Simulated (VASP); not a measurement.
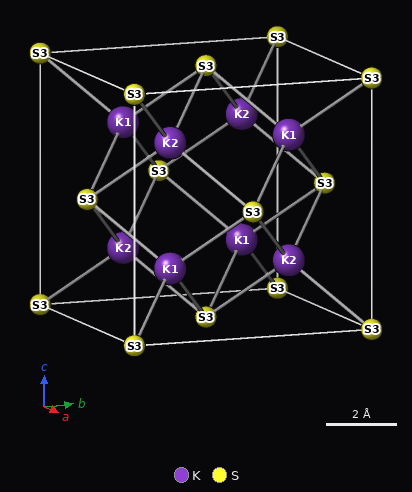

**Figure 1.** The structure (ball-and-stick view of the cell 4 times as large as that of the calculation, set on its symmetry axes, seen slightly off an axis; atoms are numbered from 1 in the order of the input). Near neighbours in the crystal (not all of them lie inside the picture): K has 4 S at 3.18 Å; S has 8 K at 3.18 Å.

# What a change does: single-point calculation on K$_{2}$S

System: K$_{2}$S (Fm-3m, 3 atoms in the cell).
Method of run 1: Kohn-Sham DFT of a periodic cell, PBEsol, VASP PAW PBE potentials, hard, no spin polarisation (VASP 6.6.1).

The structure derives from a Materials Project entry. 

**INCAR, run 1**
```
PREC = Accurate ; ENCUT = 900
EDIFF = 1E-7 ; ISMEAR = 0
SIGMA = 0.02 ; LREAL = False
LASPH = True ; NELM = 80
ALGO = Normal ; ISIF = 2
LWAVE = False ; LCHARG = False
GGA = PS
```

**KPOINTS, run 1**
```
regular mesh
0
Gamma
  6 6 6
```

**POSCAR, run 1**
```
K2S
1.0
    0.0000000000      3.6734200000      3.6734200000
    3.6734200000      0.0000000000      3.6734200000
    3.6734200000      3.6734200000      0.0000000000
K S
2 1
Direct
    0.7500000000      0.7500000000      0.7500000000
    0.2500000000      0.2500000000      0.2500000000
    0.0000000000      0.0000000000      0.0000000000
```

Command:
```bash
cat potpaw_PBE.64/K_sv/POTCAR potpaw_PBE.64/S_h/POTCAR > POTCAR
mpirun -np 1 vasp_std > vasp.out
```

Hardware: 1 thread of Intel Xeon (Emerald Rapids), 192 GiB of memory available, shared host.

**OSZICAR and lines of OUTCAR (run 1)**
```
N       E                     dE             d eps       ncg     rms          rms(c)
DAV:   1     0.211038283252E+03    0.21104E+03   -0.14313E+04   512   0.194E+03
DAV:   2     0.650650880281E+01   -0.20453E+03   -0.20019E+03   536   0.416E+02
DAV:   3    -0.107976228535E+02   -0.17304E+02   -0.17279E+02   944   0.980E+01
DAV:   4    -0.111717567184E+02   -0.37413E+00   -0.37391E+00   768   0.149E+01
DAV:   5    -0.111959714887E+02   -0.24215E-01   -0.24215E-01   848   0.199E+00    0.510E+00
DAV:   6    -0.994063867261E+01    0.12553E+01   -0.38838E+00   520   0.900E+00    0.434E+00
DAV:   7    -0.985878037744E+01    0.81858E-01   -0.95791E-01   640   0.398E+00    0.312E+00
DAV:   8    -0.988423682964E+01   -0.25456E-01   -0.35318E-01   536   0.277E+00    0.110E+00
DAV:   9    -0.986154063650E+01    0.22696E-01   -0.12943E-01   584   0.129E+00    0.301E-01
DAV:  10    -0.986483952369E+01   -0.32989E-02   -0.82089E-03   648   0.453E-01    0.126E-01
DAV:  11    -0.986513679932E+01   -0.29728E-03   -0.19820E-03   648   0.172E-01    0.729E-02
DAV:  12    -0.986522923016E+01   -0.92431E-04   -0.18977E-04   656   0.608E-02    0.265E-02
DAV:  13    -0.986524535311E+01   -0.16123E-04   -0.12332E-04   584   0.426E-02    0.672E-03
DAV:  14    -0.986524489402E+01    0.45909E-06   -0.51669E-06   776   0.148E-02    0.220E-03
DAV:  15    -0.986524507349E+01   -0.17946E-06   -0.39423E-07   512   0.313E-03    0.204E-03
DAV:  16    -0.986524505972E+01    0.13768E-07   -0.55620E-08   544   0.140E-03
   1 F= -.98652451E+01 E0= -.98652451E+01  d E =-.425925E-28
[... from OUTCAR:]
  free energy    TOTEN  =        -9.86524506 eV
  energy without entropy =       -9.86524506  energy(sigma->0) =       -9.86524506
 E-fermi :  -0.0985     XC(G=0):  -7.6106     alpha+bet : -7.2454
  free  energy   TOTEN  =        -9.8652450597 eV
  energy  without entropy=       -9.8652450597  energy(sigma->0) =       -9.86524506
```

The input of run 2 differs as follows (lines with − go, lines with + come):
```diff
-PREC = Accurate ; ENCUT = 900
+PREC = Accurate ; ENCUT = 700
```

What does this change do to the results?

The free energy of run 2 is 0.47 meV per atom higher, which measures how much it depends on this numerical setting. More plane waves can only lower the energy of a fixed Hamiltonian, so the higher cutoff gives the lower value. The SCF takes 17 iterations against 16. The plane waves at Γ go from 6116.0 to 4279.0. On the same kind of shared host run 2 took about 0.63 times as long.

**OSZICAR and lines of OUTCAR (run 2)**
```
N       E                     dE             d eps       ncg     rms          rms(c)
DAV:   1     0.185688257531E+03    0.18569E+03   -0.12836E+04   512   0.163E+03
DAV:   2     0.605527975186E+01   -0.17963E+03   -0.17684E+03   560   0.384E+02
DAV:   3    -0.107558732097E+02   -0.16811E+02   -0.16792E+02   944   0.896E+01
DAV:   4    -0.111803196961E+02   -0.42445E+00   -0.42432E+00   712   0.134E+01
DAV:   5    -0.111980090630E+02   -0.17689E-01   -0.17689E-01   872   0.176E+00    0.525E+00
DAV:   6    -0.993679113498E+01    0.12612E+01   -0.38847E+00   568   0.879E+00    0.473E+00
DAV:   7    -0.985801733924E+01    0.78774E-01   -0.98001E-01   664   0.383E+00    0.357E+00
DAV:   8    -0.987296341136E+01   -0.14946E-01   -0.27122E-01   584   0.239E+00    0.861E-01
DAV:   9    -0.985993826839E+01    0.13025E-01   -0.85742E-02   608   0.101E+00    0.495E-01
DAV:  10    -0.986355158685E+01   -0.36133E-02   -0.67956E-03   544   0.418E-01    0.114E-01
DAV:  11    -0.986359060724E+01   -0.39020E-04   -0.12585E-03   800   0.129E-01    0.955E-02
DAV:  12    -0.986381642507E+01   -0.22582E-03   -0.51813E-04   528   0.948E-02    0.427E-02
DAV:  13    -0.986382424897E+01   -0.78239E-05   -0.32619E-05   800   0.230E-02    0.867E-03
DAV:  14    -0.986382296076E+01    0.12882E-05   -0.16289E-05   664   0.140E-02    0.112E-02
DAV:  15    -0.986382273800E+01    0.22277E-06   -0.12491E-06   624   0.555E-03    0.312E-03
DAV:  16    -0.986382288503E+01   -0.14704E-06   -0.73461E-07   432   0.351E-03    0.212E-03
DAV:  17    -0.986382291520E+01   -0.30164E-07   -0.95357E-08   512   0.180E-03
   1 F= -.98638229E+01 E0= -.98638229E+01  d E =-.481222E-28
[... from OUTCAR:]
  free energy    TOTEN  =        -9.86382292 eV
  energy without entropy =       -9.86382292  energy(sigma->0) =       -9.86382292
 E-fermi :  -0.2186     XC(G=0):  -7.5917     alpha+bet : -7.1369
  free  energy   TOTEN  =        -9.8638229152 eV
  energy  without entropy=       -9.8638229152  energy(sigma->0) =       -9.86382292
```

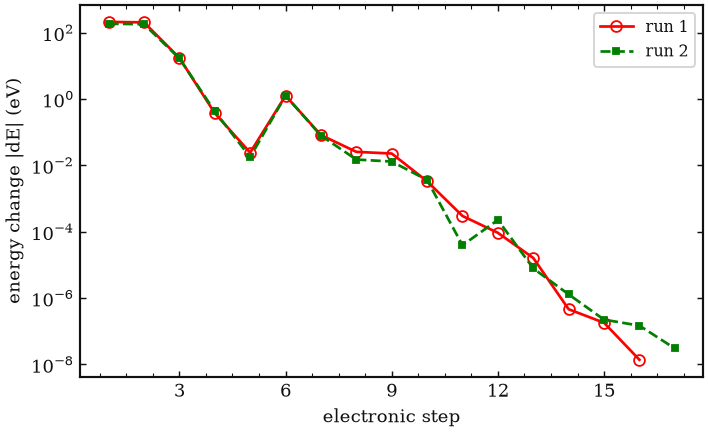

**Figure 2.** Convergence of the two runs: energy change |dE| against the electronic step. Run 1 takes 16 steps in all, and run 2 takes 17.

**The two runs side by side**

```tsv
quantity	run 1	run 2
outcome	converged	converged
free energy per atom (eV)	−3.2884	−3.2879
gap on the mesh (eV)	2.34	2.34
pressure (GPa)	−0.01	−0.01
largest force (eV/Å)	0.000	0.000
SCF iterations	16	17
irreducible k-points	16	16
plane waves at Γ	6116	4279
```
